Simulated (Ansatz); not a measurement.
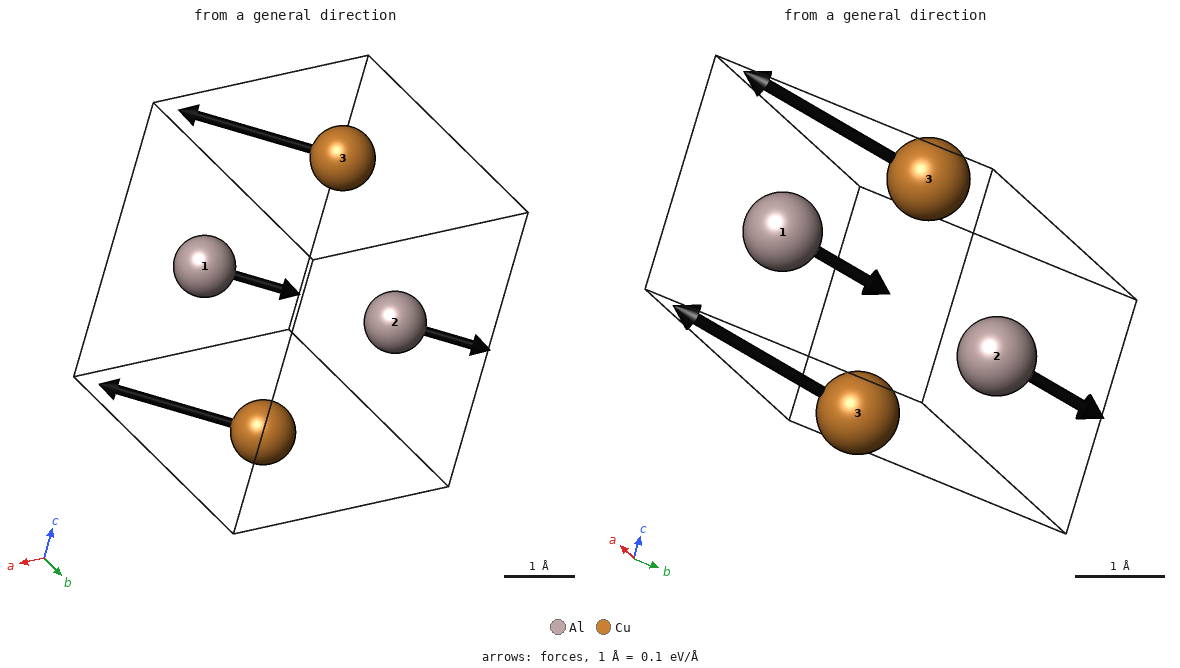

Spheres-only drawing of the structure, looking from two general directions. The lines enclose the simulation cell; boundary atoms appear with their images. The arrows are the computed forces on the atoms.

System: Al₂Cu. Results below were computed with DFT PBE, scalar-relativistic, plane waves, PAW in Ansatz 0.2.0; the settings were a kinetic-energy cutoff of 420 eV, a 10×10×12 grid in reciprocal space, Gaussian smearing of 0.1 eV, no spin polarisation.

### Has this structure been optimised to equilibrium?

No. The atoms still feel forces of up to about 0.2 eV/Å, far above a usual threshold of 0.01 to 0.03 eV/Å.

### Find the atom with the largest force.

Cu3, about 0.2 eV/Å.

### On average, how strongly is each element pushed?

Mean magnitudes: about Al 0.1 eV/Å, Cu 0.2 eV/Å.

Its origin is a structure listed in the Materials Project. The cell was then strained or its atoms displaced on purpose. A calculation with Ansatz used it as input.
